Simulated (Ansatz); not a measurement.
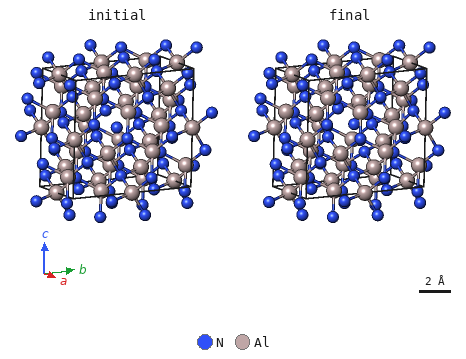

The structure of a defect cell of composition Al23N25 before (left) and after (right) a relaxation, at one scale.

Style: ball-and-stick. Shown: the cell of the calculation (origin shifted), slightly off an axis.

Case: N on a Al site (b), charge +0, atoms relaxed at the host's cell.

Theory: Ansatz, DFT PBE, scalar-relativistic, plane waves, PAW. (plane-wave cutoff 420 eV; k-point mesh 2 × 2 × 2; occupations gaussian; smearing width 0.01 eV; mesh shifted by (0.5, 0.5, 0.5); no spin polarisation; atoms relaxed in a fixed cell; force threshold 0.025 eV/Å; at most 45 steps)

Describe what moved and what it gained.

Over 11 accepted moves (13 points after the start) the energy falls by 0.612 eV per cell of the calculation. The largest force component goes from 0.44 to 0.012 eV/Å. The line search rejected the trial step at point 6 of the run. 1 step only repeated the SCF at the same geometry. The atom that moves furthest is an N atom (0.43 Å along [1 1 1]). By element the largest moves are N 0.43 Å, Al 0.13 Å. The cell stays as it was. Some distances before and after: N–N 1.915 → 1.282 Å, N–N 1.902 → 2.246 Å, Al–N 1.902 → 2.091 Å, Al–N 1.902 → 1.838 Å. New bonds form, among them: N–N (1.91 → 1.28 Å). Among the angles between lasting bonds that change: Al–N–Al 110.7° → 118.2°, N–Al–N 108.2° → 115.6°, Al–N–Al 108.2° → 114.4°.

Limits of the set-up: the periodic images lie only 8.0 Å apart, so the values are limited by the cell's size.
